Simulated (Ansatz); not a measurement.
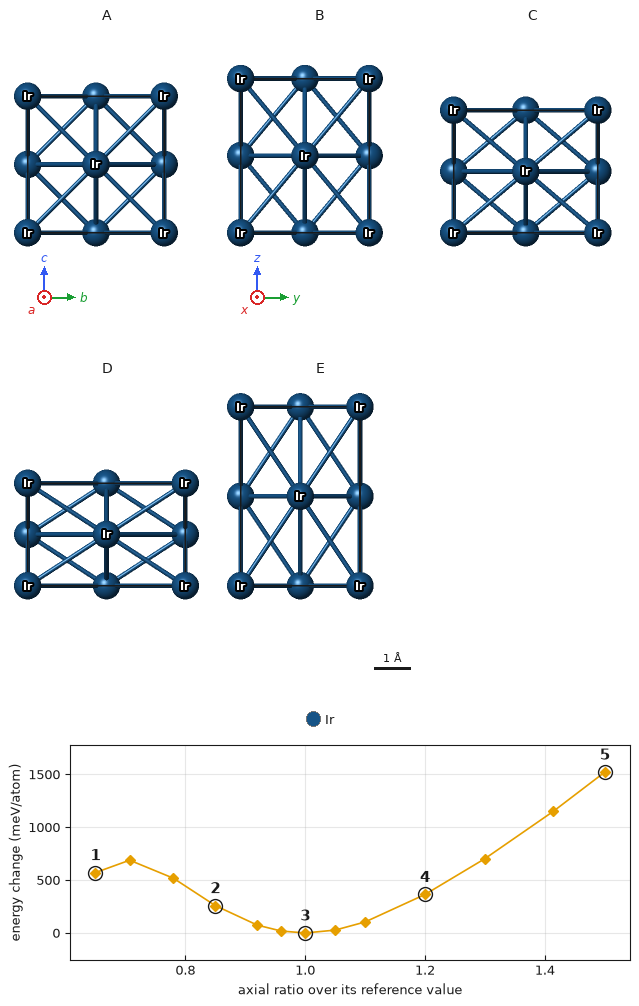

Energy scan for solid Ir (Fm-3m), in which the ratio of the cell's length along z to its lengths across, counted as 1 for the reference, is changed at fixed volume (a tetragonal or Bain path), with the atoms kept at their fractional coordinates. x, y and z are the Cartesian axes of the input. The frames are shuffled; the numbered points of the plot belong to them. Style: ball-and-stick. Shown: the conventional cell (4 times the calculation's cell), along the a axis. Lengths and directions refer to the drawn axes.

Method: Ansatz, DFT PBEsol, scalar-relativistic, plane waves, PAW. Settings: plane-wave cutoff 420 eV; k-point mesh 24 × 24 × 24; occupations gaussian; smearing width 0.15 eV; no spin polarisation. Energies (free energies at the smearing named) are counted from the cell as listed in its source, which wasn't relaxed.

**Which frame belongs to which numbered point?**

Point 1 is frame D (the relative ratio 0.65, 572 meV/atom); 2 is frame C (the relative ratio 0.85, 259 meV/atom); 3 is frame A (the relative ratio 1.00, 0 meV/atom); 4 is frame B (the relative ratio 1.20, 364 meV/atom); 5 is frame E (the relative ratio 1.50, 1522 meV/atom). Of the computed points the lowest is at the relative ratio 1.00, 0 meV/atom. A local maximum lies at 0.707 (689 meV/atom). The unrelaxed reference is under a pressure of −2.6 GPa. The distortion takes the space group from Fm-3m to I4/mmm, except for Im-3m at 0.707. At the relative ratio 1.50 the cell of the drawing goes a 3.839 → 3.354 Å, b 3.839 → 3.354 Å, c 3.839 → 5.031 Å.
